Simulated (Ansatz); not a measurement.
**Geometry relaxation, with input and output: Al$_{4}$Ni (part 2 of 2)**

Continued. System: Al$_{4}$Ni (Pm-3m, 5 atoms in the cell). Method: DFT PBE, scalar-relativistic, plane waves, PAW, no spin polarisation (Ansatz 0.2.0); cutoff 420 eV, 8×8×8 k-mesh, Gaussian smearing of 0.1 eV. The structure was made by a generator, so it may or may not be a known phase.

Geometry of the input (Å; fractional positions):
```
4.5088  0.0000  0.0000
0.0000  4.5088  0.0000
0.0000  0.0000  4.5088
Al 0.0000  0.0000  0.0000
Al 0.5000  0.5000  0.0000
Al 0.5000  0.0000  0.5000
Al 0.0000  0.5000  0.5000
Ni 0.5000  0.5000  0.5000
```

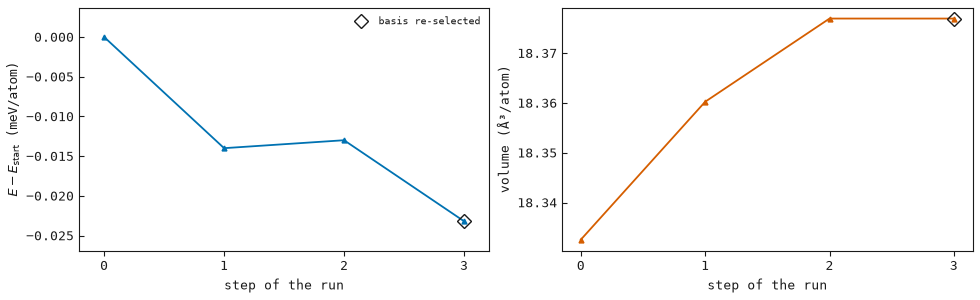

*Progress of the relaxation, step by step (the first geometry is step 0 here and step 1 in the log).*

After 2 geometry steps the energy has fallen by next to nothing (0.0 meV per atom). All forces vanish by symmetry, so only the cell relaxes. Pressure: 0.18 GPa at the start and 0.00 GPa at the end. The atoms keep their places relative to the cell (all moves are under 0.005 Å). A last SCF at the same geometry on a re-selected plane-wave basis shifts the energy by next to nothing (0.0 meV per atom).

```
basis re-selected at this cell: Δ(F+E_penalty+E_count) = -5.118e-5 eV, ΔP = +0.001 GPa vs the last step (what re-selecting the basis moved, of the pressure what is left beyond the Pulay correction that the steps carried, after the strain that the cell walked since its last selection, with what the two solves' SCF thresholds leave and, on support functions, any second-order correction that the steps lacked; it is no measure of the basis error at this ecutwfc). This SCF's stress stands 1.13e-3 GPa from its target on what of the cell is left free (relax.cell.stress_tol is 5.00e-2 GPa) and its largest allowed force component is 6.62e-30 eV/Å (relax.f_tol is 1.00e-2 eV/Å): within both
SCF converged after 6 iterations
Free energy (F): -7989.522475 eV
Harris-Foulkes:  -7989.522475 eV  (|F-HF|=9.09e-12)
Internal energy: -7989.515188 eV  (E = F + TS)
E sigma→0 (E₀):  -7989.518831 eV
Entropy (-TS):   -0.007287 eV (-1.457 meV/atom)
Fermi energy:    7.398236 eV
--- Per-component energies (eV) ---
  E_band       = -451.117517
  E_kinetic    = 371.322717
  E_local      = -6020.995572  (includes V_loc(G=0)·N_el)
  E_nonlocal   = 676.130709
  E_hartree    = 2642.648097
  E_xc         = -241.865849
  E_vxc        = -222.622710  (∫ρ·V_xc dr)
  E_paw        = -3498.869141  (= ΣΔE_a)
  E_vpaw       = -540.249260  (= ΣTr[D̂ρ^β])
  E_aug_tail   = 0.000503  (compensation charges beyond the density's cutoff)
  E_ewald      = -1917.886652
  E_smearing   = -0.007287  (= −TS)
  E_closure    = 0.000000  (closes the sum)
  Σ components = -7989.522475   (vs F -7989.522475, Δ=0.00e0)
--- Forces (eV/Å), atoms counted from 1 ---
  atom   1  Al     0.00000000     0.00000000     0.00000000
  atom   2  Al     0.00000000    -0.00000000    -0.00000000
  atom   3  Al    -0.00000000     0.00000000    -0.00000000
  atom   4  Al     0.00000000     0.00000000     0.00000000
  atom   5  Ni    -0.00000000     0.00000000    -0.00000000
  max |Σ_I F_I| component: 8.97e-30 eV/Å
--- Stress (GPa, compression-positive) ---
        0.001134      -0.000000       0.000000
       -0.000000       0.001134       0.000000
        0.000000       0.000000       0.001134
  P = ⅓ Tr σ = 0.0011 GPa (0.011 kbar)
--- Band table (eV; the first three rows and the last of 35) ---
  k-point 0: bands = ["-96.4178", "-56.8305", "-56.8305", "-56.8305", "-2.3470", "3.1381", "3.1381", "4.5809", "4.5809", "4.5809", "4.6306", "4.6306", "4.6306", "4.7060", "7.1618", "7.1618", "10.6268", "10.6268", "10.6268", "11.4914"]
  k-point 1: bands = ["-96.4178", "-56.8306", "-56.8305", "-56.8305", "-2.2343", "2.7476", "3.1689", "3.8688", "4.4308", "4.4308", "4.6343", "4.8685", "4.8685", "5.4394", "7.2080", "7.8311", "9.9944", "10.0720", "10.0720", "10.8700"]
  k-point 2: bands = ["-96.4178", "-56.8308", "-56.8305", "-56.8305", "-1.8997", "1.6382", "3.2457", "3.8631", "4.3239", "4.3239", "4.6433", "5.2310", "5.2310", "5.7979", "7.3563", "8.8416", "8.9861", "8.9861", "9.5172", "9.8473"]
  k-point 34: bands = ["-96.4177", "-56.8311", "-56.8311", "-56.8311", "2.2104", "2.6804", "2.6804", "2.6804", "3.0497", "3.0497", "3.0497", "3.2395", "4.2580", "4.2580", "5.9405", "5.9405", "5.9405", "15.7202", "15.7202", "15.7202"]
--- Relaxed structure (3 steps of the walk, 3 accepted, 1 SCFs on fresh bases) ---
  F+E_penalty+E_count = -7989.52247502 eV   max|allowed force component| = 6.620e-30 eV/Å   (the final SCF, on the basis selected at the relaxed cell)
  cell:  # Å, volume = 91.8847 Å³
    - [4.512470546083207, 2.728400754548584e-34, 2.246918268451775e-34]
    - [2.728400754548584e-34, 4.512470546083207, -1.2037062152420224e-35]
    - [2.407412430484045e-34, -1.2037062152420224e-35, 4.512470546083207]
  atoms:
    - { symbol: Al, position: [1.6824431364140872e-37, -3.4761221175673925e-39, 4.3451527134876253e-39] }
    - { symbol: Al, position: [0.5, 0.5, -8.690305341502721e-39] }
    - { symbol: Al, position: [0.5, 2.433285508585144e-38, 0.5] }
    - { symbol: Al, position: [-1.6893953619072236e-37, 0.5, 0.5] }
    - { symbol: Ni, position: [0.5, 0.5, 0.5] }
```

### Trajectory as extended XYZ (Å, eV, eV/Å), 4 frames, from step=1 to step=4
```
5
Lattice="4.5088 0.0000 0.0000 0.0000 4.5088 0.0000 0.0000 0.0000 4.5088" Properties=species:S:1:pos:R:3:forces:R:3 step=1 energy=-7989.52236 pressure_GPa=0.18
Al    0.0000    0.0000    0.0000    0.0000   0.0000   0.0000
Al    2.2544    2.2544    0.0000    0.0000   0.0000   0.0000
Al    2.2544    0.0000    2.2544    0.0000   0.0000   0.0000
Al    0.0000    2.2544    2.2544    0.0000   0.0000   0.0000
Ni    2.2544    2.2544    2.2544    0.0000   0.0000   0.0000
5
Lattice="4.5111 0.0000 0.0000 0.0000 4.5111 0.0000 0.0000 0.0000 4.5111" Properties=species:S:1:pos:R:3:forces:R:3 step=2 energy=-7989.52243 pressure_GPa=0.07
Al    0.0000    0.0000    0.0000    0.0000   0.0000   0.0000
Al    2.2556    2.2556    0.0000    0.0000   0.0000   0.0000
Al    2.2556    0.0000    2.2556    0.0000   0.0000   0.0000
Al    0.0000    2.2556    2.2556    0.0000   0.0000   0.0000
Ni    2.2556    2.2556    2.2556    0.0000   0.0000   0.0000
5
Lattice="4.5125 0.0000 0.0000 0.0000 4.5125 0.0000 0.0000 0.0000 4.5125" Properties=species:S:1:pos:R:3:forces:R:3 step=3 energy=-7989.52242 pressure_GPa=0.00
Al    0.0000    0.0000    0.0000    0.0000   0.0000   0.0000
Al    2.2562    2.2562    0.0000    0.0000   0.0000   0.0000
Al    2.2562    0.0000    2.2562    0.0000   0.0000   0.0000
Al    0.0000    2.2562    2.2562    0.0000   0.0000   0.0000
Ni    2.2562    2.2562    2.2562    0.0000   0.0000   0.0000
5
Lattice="4.5125 0.0000 0.0000 0.0000 4.5125 0.0000 0.0000 0.0000 4.5125" Properties=species:S:1:pos:R:3:forces:R:3 step=4 energy=-7989.52247 pressure_GPa=0.00
Al    0.0000    0.0000    0.0000    0.0000   0.0000   0.0000
Al    2.2562    2.2562    0.0000    0.0000   0.0000   0.0000
Al    2.2562    0.0000    2.2562    0.0000   0.0000   0.0000
Al    0.0000    2.2562    2.2562    0.0000   0.0000   0.0000
Ni    2.2562    2.2562    2.2562    0.0000   0.0000   0.0000
```

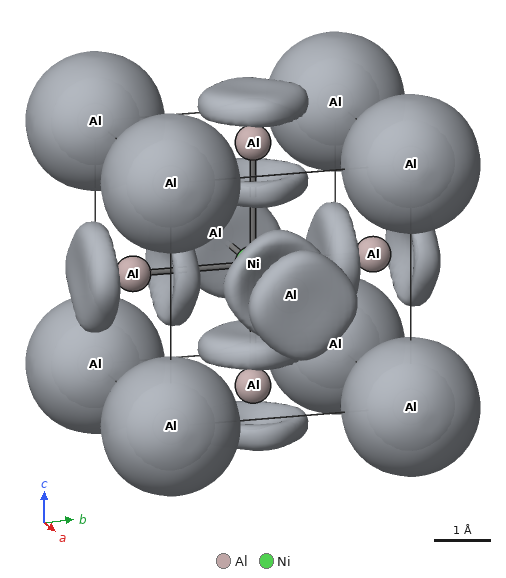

*Isosurface of the ELF at 0.6 (grey), seen slightly off an axis. Only the valence region is drawn (cores and ρ < 0.01 e/Å³ removed). Sticks mark near contacts. The outline is the cell set on symmetry axes.*

Along the contacts the grid gives the following. Al–Ni (2.26 Å): the ELF peaks at about 0.65 between the atoms. Core electrons are frozen (PAW), so the fields are smoothed inside the atomic spheres.

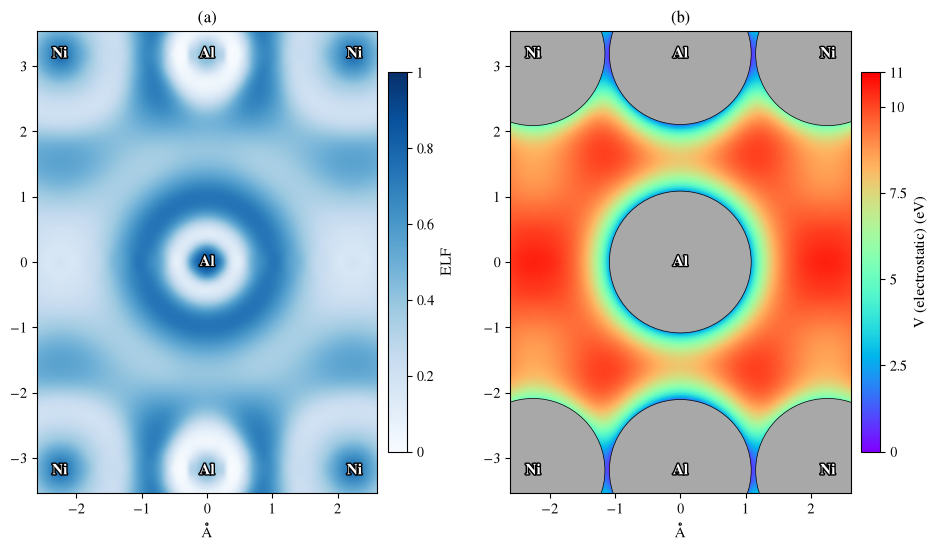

*(a) ELF; (b) electrostatic potential (local pseudopotential plus Hartree) felt by an electron on the (011) plane of the conventional cell. Grey discs, where drawn, cover atomic cores.*

Al–Ni (2.26 Å): the ELF peaks at about 0.65 between the atoms. The strong features right at Ni lie inside the PAW spheres (semicore, d or f shells) and say nothing about bonding. Outside the cores the potential energy rises away from the atoms and is highest about 2.2 Å from the nearest atoms; outside the discs it spans about 10 eV, and its zero is arbitrary.
